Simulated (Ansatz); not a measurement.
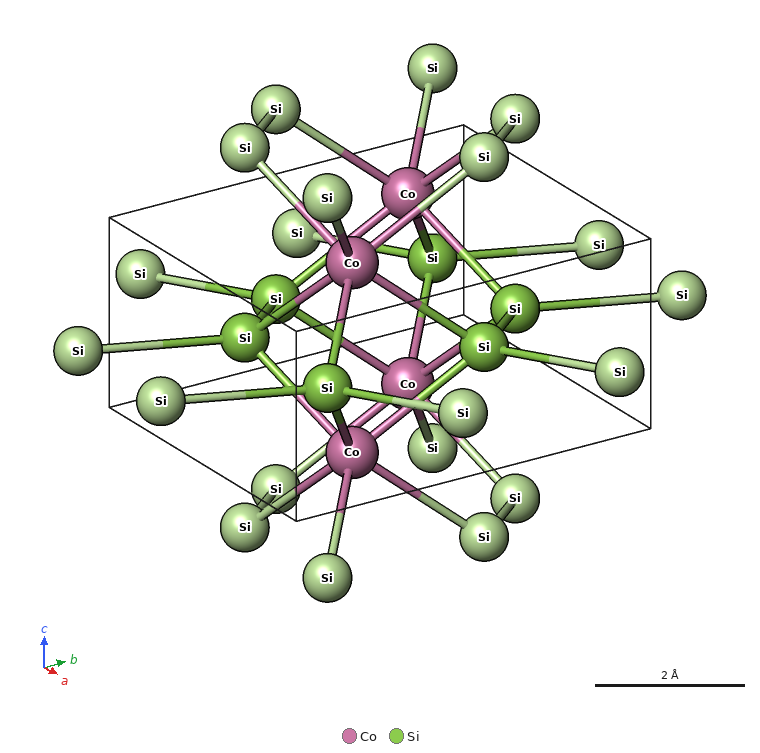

*The starting structure (ball-and-stick view of the cell of the calculation, seen slightly off an axis; neighbours outside the cell are drawn fainter).*

## CoSi₃: geometry relaxation (part 1 of 2)

CoSi₃ (8 atoms in the cell), computed with DFT PBE, scalar-relativistic, plane waves, PAW, no spin polarisation (Ansatz 0.2.0).

The structure was made by a generator, so it may or may not be a known phase.

Log:
```
Engine: ansatz 0.2.0, aarch64-unknown-linux-gnu
Pseudopotentials: kind: paw
Pseudopotential: Co, paw, valence charge 17, recommended cutoff 420 eV (normal), Co.paw.azcp
Pseudopotential: Si, paw, valence charge 4, recommended cutoff 420 eV (normal), Si.paw.azcp
Functional definition: PBE
  parameter kappa = 0.804
  parameter beta = 0.06672455060314922
  exchange = pbe_x(kappa = kappa, mu = beta*pi^2/3)
  correlation = pbe_c(beta = beta)
Crystal: 8 atoms, lattice volume = 125.491 Å³
Basis set: ecut = 420 eV, 2481 PW (Γ), exchange–correlation on 100×100×36 points (8 copies of the dense FFT grid, shifted against one another)
Bands: 37, of which v1, the nominal top of the filled ones, is band 29 counted from 1 (28 counted from 0)
Symmetry: 24 space group operations
Space group: P6/mmm (ITA 191), of the structure as read, at distance tolerance 5.0e-5 Å
k-points: 56 of 504
Non-local potential: Co, projectors of the file, l = 0: 3, l = 1: 2, l = 2: 3, l = 3: 1
Non-local potential: Si, projectors of the file, l = 0: 2, l = 1: 2, l = 2: 2
PAW form: soft (Blöchl's): semilocal exchange-correlation on the pseudo side does not see the compensation charge
PAW one-centre angular grid: Co, 590 points (default); XC on 64 Gauss nodes
PAW one-centre angular grid: Si, 110 points (default); XC on 64 Gauss nodes
Initial density: superposition of atomic densities (neutral atoms: chi_scale 0, normalization atom), corrected by the library's trained network
Initial wavefunctions: pseudopotential atomic-orbital guess
Functional: x = pbe(κ = 0.804, μ = 0.2195149727645171), c = pbe(β = 0.06672455060314922)
SCF iter   1: F=—  HF=-14068.174370 eV  |F-HF|=—  |Δ(HF+E_count)|=         —  Δρ=1.71e-2  dr2=2.19e-1  ethr=1.77e-3  ⟨swp⟩=7.6  Hψ=9463  notcnv=0  defer=7
preconditioner: auto → Kerker (q_TF=auto, 2.399 Å⁻¹)  [metal: Δε(μ)=0.019 eV  Ē_g=6.669 eV  σ=0.100 eV  W_gap=0.11  n_scr=20 (ndim 8)  ℏωp=21.5 eV  f_vac=0.009  D(μ)=4.58/eV (n_scr^D=20)]
SCF iter   2: F=—  HF=-14068.149094 eV  |F-HF|=—  |Δ(HF+E_count)|=   2.53e-2  Δρ=3.72e-3  dr2=1.17e-2  ethr=3.77e-4  ⟨swp⟩=1.8  Hψ=2668  notcnv=0  defer=37
SCF iter   3: F=—  HF=-14068.147886 eV  |F-HF|=—  |Δ(HF+E_count)|=   1.21e-3  Δρ=1.19e-3  dr2=1.67e-3  ethr=2.02e-5  ⟨swp⟩=1.4  Hψ=2173  notcnv=0  defer=37
SCF iter   4: F=—  HF=-14068.148036 eV  |F-HF|=—  |Δ(HF+E_count)|=   1.49e-4  Δρ=4.41e-4  dr2=3.47e-4  ethr=2.88e-6  ⟨swp⟩=2.1  Hψ=2763  notcnv=0  defer=37
SCF iter   5: F=—  HF=-14068.148064 eV  |F-HF|=—  |Δ(HF+E_count)|=   2.80e-5  Δρ=1.96e-4  dr2=1.19e-4  ethr=5.98e-7  ⟨swp⟩=1.5  Hψ=2020  notcnv=0  defer=37
SCF iter   6: F=—  HF=-14068.148078 eV  |F-HF|=—  |Δ(HF+E_count)|=   1.48e-5  Δρ=6.15e-5  dr2=1.70e-5  ethr=2.05e-7  ⟨swp⟩=2.2  Hψ=2577  notcnv=0  defer=37
SCF iter   7: F=—  HF=-14068.147904 eV  |F-HF|=—  |Δ(HF+E_count)|=   1.74e-4  Δρ=1.63e-5  dr2=7.42e-7  ethr=2.93e-8  ⟨swp⟩=2.0  Hψ=3117  notcnv=0  defer=37
SCF iter   8: F=—  HF=-14068.147905 eV  |F-HF|=—  |Δ(HF+E_count)|=   2.03e-7  Δρ=1.06e-5  dr2=1.50e-7  ethr=1.72e-10  ⟨swp⟩=14.9  Hψ=16060  notcnv=0
SCF iter   9: F=-14068.147905 eV  HF=-14068.147905 eV  |F-HF|=2.32e-9  |Δ(HF+E_count)|=   2.46e-8  Δρ=2.59e-6  dr2=9.24e-9  ethr=1.72e-10  ⟨swp⟩=8.0  Hψ=12224  notcnv=0
SCF 1 converged in 9 iterations: F = -14068.147905 eV  dr2 = 9.24e-9
  greatest PAW one-centre occupation: 1.000 electrons in one spin orbital (limit 2), on the Co atom at site 1 (counted from 0), in its partial waves of l = 1
relax step   1: F+E_penalty+E_count = -14068.14790466 eV  Δ(F+E_penalty+E_count) = +0.000e0 eV  max|allowed force component| = 8.188e-2 eV/Å  Δτ_max = 0.0000 Å  P = -0.374 GPa  Ω = 125.491 Å³  (9 SCF iters, dr2 threshold 1.00e-7 eV, accepted)
Crystal: 8 atoms, lattice volume = 125.274 Å³
Basis set: ecut = 420 eV, 2457 PW (Γ), exchange–correlation on 100×100×36 points (8 copies of the dense FFT grid, shifted against one another)
Initial density: handed on by an earlier stage of this run
Initial wavefunctions: those handed on with the density
iter 1 solved again at ethr=1.04e-6 eV; its pass at ethr=3.10e-3 eV (dr2=6.06e-4 eV) is discarded
SCF iter   1: F=—  HF=-14068.158166 eV  |F-HF|=—  |Δ(HF+E_count)|=         —  Δρ=8.12e-4  dr2=6.52e-4  ethr=1.04e-6  ⟨swp⟩=2.3  Hψ=11289  notcnv=0
preconditioner: auto → Kerker (q_TF=auto, 2.400 Å⁻¹)  [metal: Δε(μ)=0.001 eV  Ē_g=6.674 eV  σ=0.100 eV  W_gap=0.01  n_scr=18 (ndim 8)  ℏωp=21.5 eV  f_vac=0.007  D(μ)=4.45/eV (n_scr^D=20)]
SCF iter   2: F=—  HF=-14068.157843 eV  |F-HF|=—  |Δ(HF+E_count)|=   3.23e-4  Δρ=4.64e-4  dr2=2.57e-4  ethr=1.04e-6  ⟨swp⟩=1.0  Hψ=2072  notcnv=0
SCF iter   3: F=—  HF=-14068.157753 eV  |F-HF|=—  |Δ(HF+E_count)|=   8.99e-5  Δρ=6.10e-5  dr2=7.68e-6  ethr=4.43e-7  ⟨swp⟩=2.4  Hψ=3127  notcnv=0
SCF iter   4: F=—  HF=-14068.157752 eV  |F-HF|=—  |Δ(HF+E_count)|=   1.56e-6  Δρ=3.22e-5  dr2=1.71e-6  ethr=1.32e-8  ⟨swp⟩=2.5  Hψ=3343  notcnv=0
iter 5 did not close the SCF: its close was put off for the readings that it lacked (scf_convergence_deferred on its scf_iter line)
SCF iter   5: F=-14068.157751 eV  HF=-14068.157752 eV  |F-HF|=2.95e-7  |Δ(HF+E_count)|=   2.88e-8  Δρ=1.90e-5  dr2=4.50e-7  ethr=2.95e-9  ⟨swp⟩=2.2  Hψ=2938  notcnv=0
SCF iter   6: F=-14068.157752 eV  HF=-14068.157752 eV  |F-HF|=3.73e-8  |Δ(HF+E_count)|=   1.04e-8  Δρ=6.25e-6  dr2=4.91e-8  ethr=7.76e-10  ⟨swp⟩=7.5  Hψ=13591  notcnv=0
SCF 2 converged in 6 iterations: F = -14068.157752 eV  dr2 = 4.91e-8
relax step   2: F+E_penalty+E_count = -14068.15775160 eV  Δ(F+E_penalty+E_count) = -9.847e-3 eV  max|allowed force component| = 4.008e-2 eV/Å  Δτ_max = 0.0005 Å  P = -0.154 GPa  Ω = 125.274 Å³  energy of the carried Pulay correction = +6.406e-5 eV  (6 SCF iters, dr2 threshold 8.00e-7 eV, accepted)
Crystal: 8 atoms, lattice volume = 125.197 Å³
Basis set: ecut = 420 eV, 2433 PW (Γ), exchange–correlation on 100×100×36 points (8 copies of the dense FFT grid, shifted against one another)
iter 1 solved again at ethr=2.76e-7 eV; its pass at ethr=3.10e-3 eV (dr2=1.60e-4 eV) is discarded
SCF iter   1: F=—  HF=-14068.159015 eV  |F-HF|=—  |Δ(HF+E_count)|=         —  Δρ=3.72e-4  dr2=2.09e-4  ethr=2.76e-7  ⟨swp⟩=3.0  Hψ=10241  notcnv=0
preconditioner: auto → Kerker (q_TF=auto, 2.400 Å⁻¹)  [metal: Δε(μ)=0.008 eV  Ē_g=6.681 eV  σ=0.100 eV  W_gap=0.05  n_scr=18 (ndim 8)  ℏωp=21.5 eV  f_vac=0.008  D(μ)=4.48/eV (n_scr^D=20)]
SCF iter   2: F=—  HF=-14068.158803 eV  |F-HF|=—  |Δ(HF+E_count)|=   2.12e-4  Δρ=2.29e-4  dr2=9.01e-5  ethr=2.76e-7  ⟨swp⟩=1.0  Hψ=2072  notcnv=0
iter 3 did not close the SCF: its close was put off for the readings that it lacked (scf_convergence_deferred on its scf_iter line)
SCF iter   3: F=-14068.158781 eV  HF=-14068.158781 eV  |F-HF|=2.27e-7  |Δ(HF+E_count)|=   2.18e-5  Δρ=2.17e-5  dr2=7.39e-7  ethr=1.55e-7  ⟨swp⟩=2.4  Hψ=3058  notcnv=0
iter 4 did not close the SCF: its close was put off for the readings that it lacked (scf_convergence_deferred on its scf_iter line)
SCF iter   4: F=-14068.158781 eV  HF=-14068.158781 eV  |F-HF|=3.69e-9  |Δ(HF+E_count)|=   2.63e-8  Δρ=8.11e-6  dr2=9.18e-8  ethr=1.27e-9  ⟨swp⟩=2.1  Hψ=3215  notcnv=0
iter 5 did not close the SCF: its close was put off for the readings that it lacked (scf_convergence_deferred on its scf_iter line)
SCF iter   5: F=-14068.158781 eV  HF=-14068.158781 eV  |F-HF|=4.23e-9  |Δ(HF+E_count)|=   8.87e-9  Δρ=4.00e-6  dr2=1.18e-8  ethr=1.58e-10  ⟨swp⟩=2.3  Hψ=3251  notcnv=0
SCF iter   6: F=-14068.158781 eV  HF=-14068.158781 eV  |F-HF|=3.37e-10  |Δ(HF+E_count)|=  1.56e-10  Δρ=1.65e-6  dr2=4.32e-9  ethr=2.04e-11  ⟨swp⟩=5.8  Hψ=12492  notcnv=0
SCF 3 converged in 6 iterations: F = -14068.158781 eV  dr2 = 4.32e-9
relax step   3: F+E_penalty+E_count = -14068.15878098 eV  Δ(F+E_penalty+E_count) = -1.029e-3 eV  max|allowed force component| = 5.676e-3 eV/Å  Δτ_max = 0.0014 Å  P = -0.038 GPa  Ω = 125.197 Å³  energy of the carried Pulay correction = +8.682e-5 eV  (6 SCF iters, dr2 threshold 8.00e-7 eV, accepted)
Crystal: 8 atoms, lattice volume = 125.171 Å³
iter 1 solved again at ethr=2.80e-8 eV; its pass at ethr=3.10e-3 eV (dr2=1.62e-5 eV) is discarded
SCF iter   1: F=—  HF=-14068.158986 eV  |F-HF|=—  |Δ(HF+E_count)|=         —  Δρ=8.34e-5  dr2=1.59e-5  ethr=2.80e-8  ⟨swp⟩=2.2  Hψ=9774  notcnv=0
preconditioner: auto → Kerker (q_TF=auto, 2.400 Å⁻¹)  [metal: Δε(μ)=0.008 eV  Ē_g=6.682 eV  σ=0.100 eV  W_gap=0.05  n_scr=18 (ndim 8)  ℏωp=21.5 eV  f_vac=0.007  D(μ)=4.47/eV (n_scr^D=20)]
SCF iter   2: F=—  HF=-14068.158805 eV  |F-HF|=—  |Δ(HF+E_count)|=   1.80e-4  Δρ=4.41e-5  dr2=6.00e-6  ethr=2.74e-8  ⟨swp⟩=1.0  Hψ=2072  notcnv=0
SCF iter   3: F=—  HF=-14068.158802 eV  |F-HF|=—  |Δ(HF+E_count)|=   3.16e-6  Δρ=1.06e-5  dr2=2.82e-7  ethr=1.03e-8  ⟨swp⟩=1.5  Hψ=2434  notcnv=0
SCF iter   4: F=—  HF=-14068.158802 eV  |F-HF|=—  |Δ(HF+E_count)|=   2.05e-8  Δρ=5.64e-6  dr2=4.00e-8  ethr=4.87e-10  ⟨swp⟩=2.2  Hψ=2567  notcnv=0
SCF iter   5: F=—  HF=-14068.158802 eV  |F-HF|=—  |Δ(HF+E_count)|=  5.69e-10  Δρ=3.65e-6  dr2=1.39e-8  ethr=6.89e-11  ⟨swp⟩=2.4  Hψ=3163  notcnv=0
SCF iter   6: F=-14068.158802 eV  HF=-14068.158802 eV  |F-HF|=5.46e-11  |Δ(HF+E_count)|=  2.84e-10  Δρ=8.12e-7  dr2=2.36e-9  ethr=1.30e-11  ⟨swp⟩=7.0  Hψ=11092  notcnv=0
SCF 4 converged in 6 iterations: F = -14068.158802 eV  dr2 = 2.36e-9
relax step   4: F+E_penalty+E_count = -14068.15880215 eV  Δ(F+E_penalty+E_count) = -2.117e-5 eV  max|allowed force component| = 9.024e-4 eV/Å  Δτ_max = 0.0003 Å  P = -0.005 GPa  Ω = 125.171 Å³  energy of the carried Pulay correction = +9.443e-5 eV  (6 SCF iters, dr2 threshold 7.53e-9 eV, accepted)
Initial wavefunctions: pseudopotential atomic-orbital guess (no wavefunctions were taken with the density)
iter 1 solved again at ethr=3.31e-6 eV; its pass at ethr=3.10e-3 eV (dr2=1.92e-3 eV) is discarded
SCF iter   1: F=—  HF=-14068.158858 eV  |F-HF|=—  |Δ(HF+E_count)|=         —  Δρ=7.45e-5  dr2=1.89e-7  ethr=3.31e-6  ⟨swp⟩=3.1  Hψ=13995  notcnv=0
eigensolver tolerance schedule: the retry pair's looser diagonalisation over-reported the residual by 10177.99 of it (diagonalisation noise at an unbounded share of the residual, at the tolerance the schedule requests for it); recorded, not acted on — ethr = c·dr2/N_el stays at c = 1.0e-1
preconditioner: auto → Kerker (q_TF=auto, 2.400 Å⁻¹)  [metal: Δε(μ)=0.008 eV  Ē_g=6.682 eV  σ=0.100 eV  W_gap=0.04  n_scr=18 (ndim 8)  ℏωp=21.5 eV  f_vac=0.007  D(μ)=4.47/eV (n_scr^D=20)]
SCF iter   2: F=—  HF=-14068.158731 eV  |F-HF|=—  |Δ(HF+E_count)|=   1.27e-4  Δρ=3.82e-5  dr2=5.99e-8  ethr=3.25e-10  ⟨swp⟩=3.4  Hψ=4644  notcnv=0
SCF iter   3: F=—  HF=-14068.158750 eV  |F-HF|=—  |Δ(HF+E_count)|=   1.95e-5  Δρ=3.96e-6  dr2=9.72e-9  ethr=1.03e-10  ⟨swp⟩=2.1  Hψ=3186  notcnv=0
SCF iter   4: F=—  HF=-14068.158750 eV  |F-HF|=—  |Δ(HF+E_count)|=   3.26e-8  Δρ=8.05e-7  dr2=7.06e-10  ethr=1.68e-11  ⟨swp⟩=2.3  Hψ=2747  notcnv=0
SCF iter   5: F=—  HF=-14068.158750 eV  |F-HF|=—  |Δ(HF+E_count)|=  3.64e-12  Δρ=2.55e-7  dr2=2.67e-10  ethr=1.22e-12  ⟨swp⟩=2.2  Hψ=3013  notcnv=0
SCF iter   6: F=-14068.158750 eV  HF=-14068.158750 eV  |F-HF|=1.82e-12  |Δ(HF+E_count)|=  1.00e-10  Δρ=1.22e-7  dr2=2.34e-11  ethr=1.00e-12  ⟨swp⟩=6.1  Hψ=10938  notcnv=0
SCF 5 converged in 6 iterations: F = -14068.158750 eV  dr2 = 2.34e-11
relax step   5: F+E_penalty+E_count = -14068.15875041 eV  Δ(F+E_penalty+E_count) = +5.174e-5 eV  max|allowed force component| = 8.940e-4 eV/Å  Δτ_max = 0.0000 Å  P = -0.006 GPa  Ω = 125.171 Å³  stress off target by 1.00e-2 GPa  SCF on the basis re-selected at this cell (its energy is not comparable with the rows above)  (6 SCF iters)
```

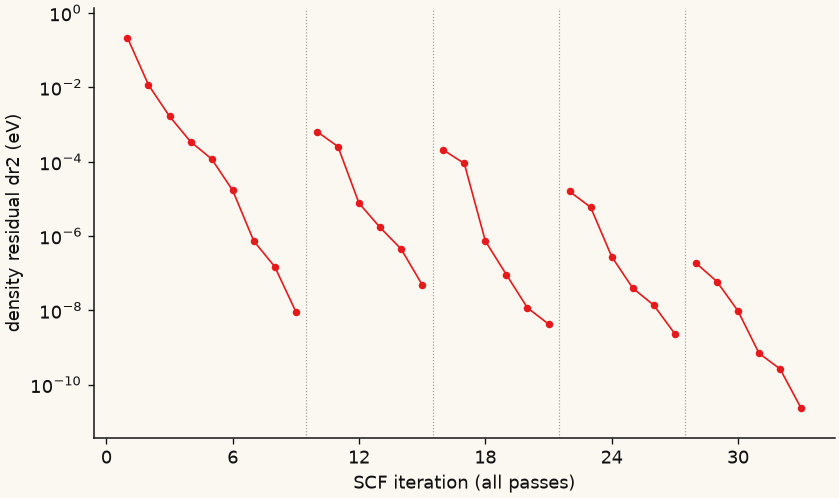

*Convergence of the self-consistent field: density residual dr2 against the SCF iteration. The dotted lines part the SCF passes of the relaxation: geometry steps, rejected trials and re-solves on a re-selected basis.*

The 5 passes take 6 to 9 iterations each, 33 in all.

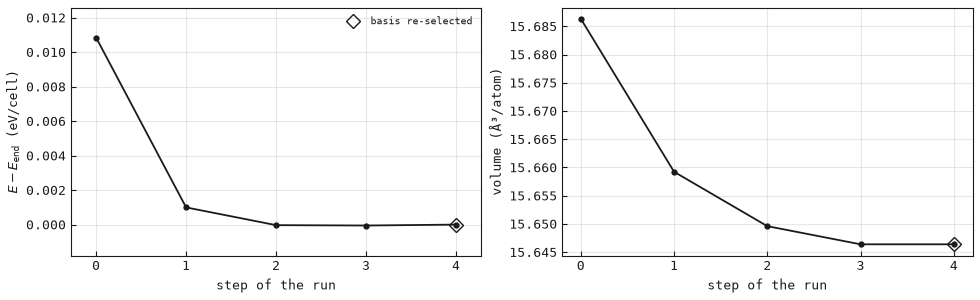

*Progress of the relaxation, step by step (the first geometry is step 0 here and step 1 in the log).*

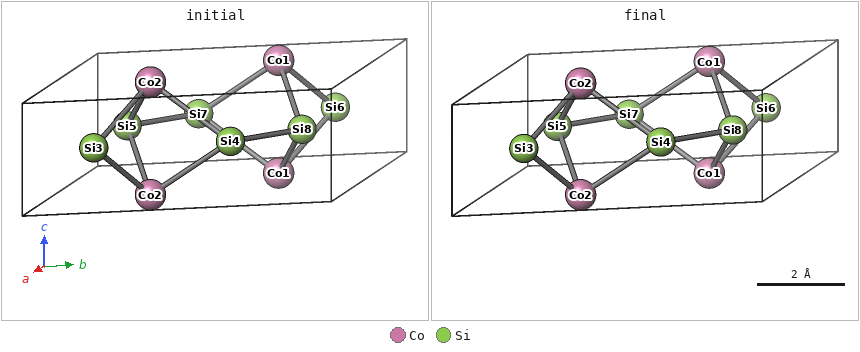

*Before (left) and after (right) the relaxation, at one scale (ball-and-stick view of the cell of the calculation, seen slightly off an axis).*

The atoms keep their places relative to the cell (all moves are under 0.005 Å). The volume changes by −0.3 %, with a = b 7.425 → 7.452 Å (+0.4 %), c 2.628 → 2.603 Å (−1.0 %). Distances before and after: Si3–Si7 2.392 → 2.402 Å. The space group stays P6/mmm (No. 191). After 3 geometry steps the energy has fallen by 10.9 meV per cell of the calculation. Largest force component: 0.082 eV/Å at the start, 0.00089 eV/Å at the end. The pressure goes from −0.37 to −0.01 GPa. A last SCF at the same geometry on a re-selected plane-wave basis shifts the energy by +0.1 meV per cell of the calculation. (Atoms are counted from 1 in the order of the input.)
